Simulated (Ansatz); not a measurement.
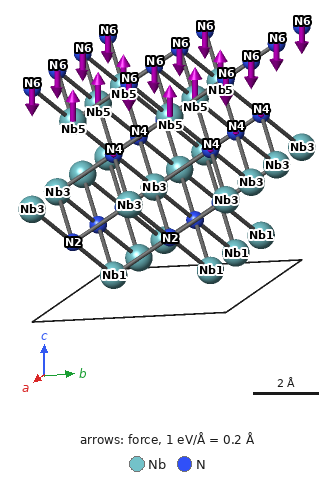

Starting geometry of a slab of composition NbN (cut from the Fm-3m phase) with the computed forces as purple arrows. Style: ball-and-stick. Shown: the 3 × 2 repeat of the cell, outlined in the plane, without the vacuum, slightly off an axis.

Case: clean slab, lower half held. The slab is the (1 1 1) face of NbN. 3 atoms are held fixed.

Level of theory: DFT PBEsol, scalar-relativistic, plane waves, PAW (Ansatz 0.2.0). (plane-wave cutoff 420 eV; k-point mesh 9 × 9 × 1; occupations gaussian; smearing width 0.1 eV; no spin polarisation; dipole correction; atoms relaxed in a fixed cell; force threshold 0.03 eV/Å; at most 70 steps)

> Is this structure relaxed? If not, where do the atoms go?

It isn't relaxed: the largest force vector, on Nb5, is 5.02 eV/Å. The atoms end up moving mostly along the starting forces (cosine between the two patterns 0.91). Over 4 geometry steps the energy falls by 0.910 eV per cell of the calculation. Largest force component: 5 eV/Å at the start, 0.013 eV/Å at the end. The atom that moves furthest is N6 (0.25 Å along the normal (−c)). Largest moves by element: N 0.25 Å, Nb 0.11 Å. The cell stays as it was. Among the contacts that change: Nb5–N6 2.190 → 2.001 Å, Nb3–Nb5 3.097 → 3.190 Å, N4–Nb5 2.190 → 2.268 Å, Nb3–N4 2.190 → 2.180 Å. Bond angles that change, for instance: Nb5–N6–Nb5 90.0° → 101.4°, N6–Nb5–N6 90.0° → 101.4°, N4–Nb5–N6 180.0° → 168.7°. The run took 31 s on 1 thread of Arm Neoverse V2 (shared host), peak memory 0.4 GiB.
